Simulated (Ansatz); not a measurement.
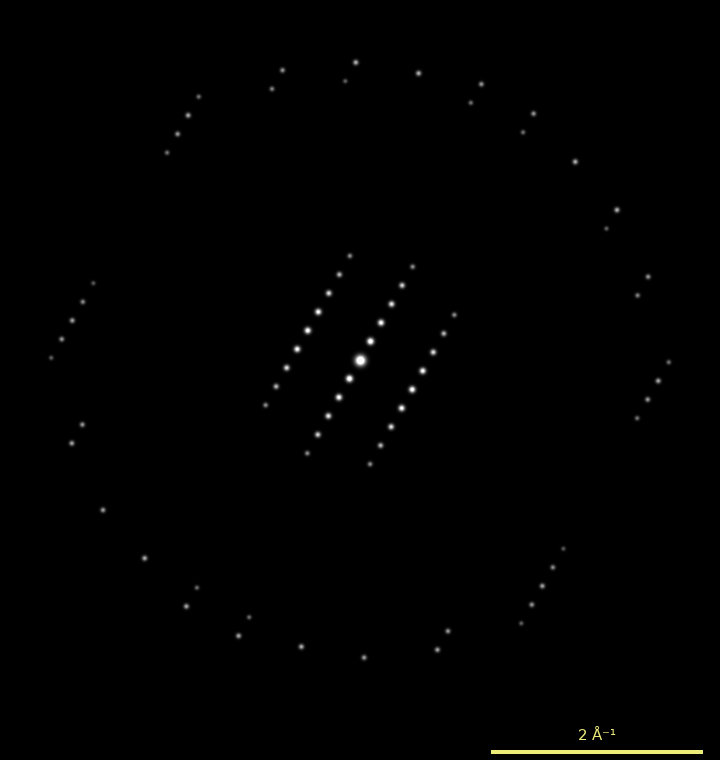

Wide-angle electron diffraction pattern, simulated kinematically at 80 kV (λ = 0.0418 Å, B = 0.2 Å², logarithmic intensity scale). The centre holds the zero-order Laue zone; the ring outside it is the first higher-order Laue zone that is excited.

Crystal: EuO₂, space group P-3m1 (No. 164), a = 3.52 Å, c = 4.92 Å (hexagonal axes), zone axis [210]. Structure: the geometry relaxed at fixed volume with Ansatz, DFT PBEsol, scalar-relativistic, plane waves, PAW; the starting structure was generated, so it need not be a known form of this composition.

> What radius does the first ring have, and which layer is it?

The repeat along [210] is 6.091 Å. The first occupied layer is hu + kv + lw = 1, H = 1/6.091 = 0.1642 Å⁻¹ above the zero layer, and the ring has radius G ≈ (2H/λ)^½ = 2.80 Å⁻¹.

> What symmetry do the zero layer and the whole pattern have?

Zero layer: 2mm. With the outer ring, and with Friedel's law holding in this kinematic picture: m.
